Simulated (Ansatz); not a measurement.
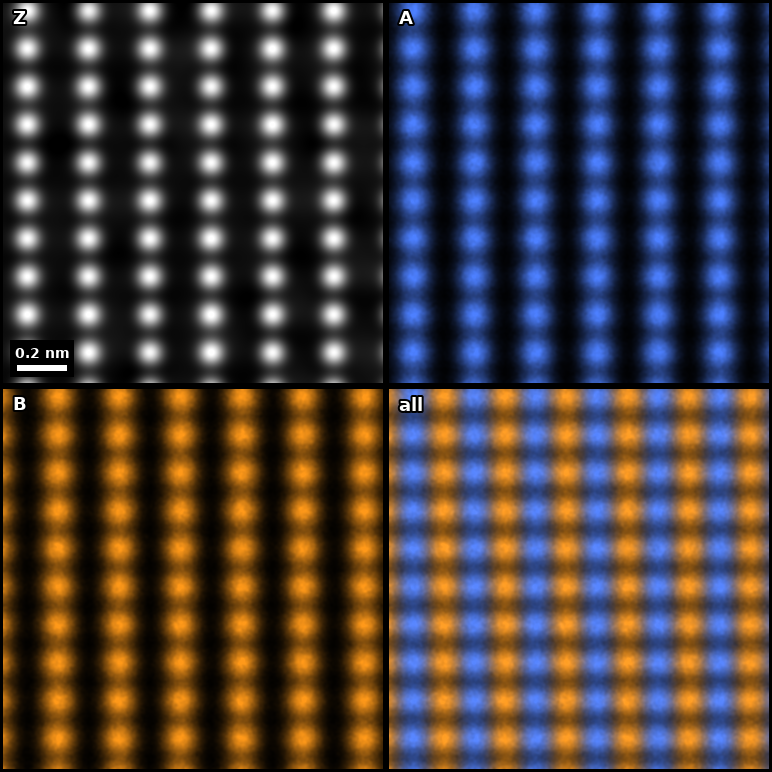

TaN (P6_3/mmc, No. 194) along [210]. Panel Z: Simulation: incoherent imaging, intensity Z^1.7 per atom, probe width 0.83 Å, thin sample. The speckle of an amorphous layer was added. The other panels are simulated element maps (the number of atoms of one element along the beam, blurred by 1.1 Å, with counting noise; each on its own scale, no channelling); the last overlays them. Model: a calculation's input that goes back to an entry of the Crystallography Open Database (an earlier step may have relaxed or displaced it).

```xyz
4
Lattice="3.0480 0.0000 0.0000 -1.5240 2.6396 0.0000 0.0000 0.0000 4.9180" Properties=species:S:1:pos:R:3 pbc="T T T"
Ta    0.0000    0.0000    0.0000
Ta    0.0000    0.0000    2.4590
N     0.0000    1.7598    1.2295
N     1.5240    0.8799    3.6885
```

Question: Which element does each lettered map show?

Answer: A: Ta, B: N. The projected cell (1.52 × 4.92 Å, 90°) holds 4 columns: 2 of Ta and 2 of N. No column is shared by two of the mapped elements.
